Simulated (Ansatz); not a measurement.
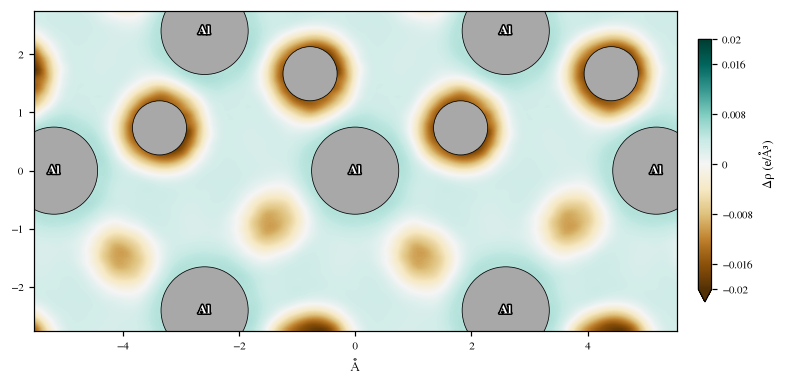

Al₂O₃. Difference of the valence pseudo-densities of two functionals at the same geometry, on the (110) plane of the calculation cell: LDA less PBE.

Both computed with Ansatz (plane waves, PAW), on the same k-point mesh. Grey discs cover the atomic cores.

> Where does the change of functional move the electrons?

Against PBE, LDA gives more density in the space between the atoms (+0.003 e/Å³ on average).
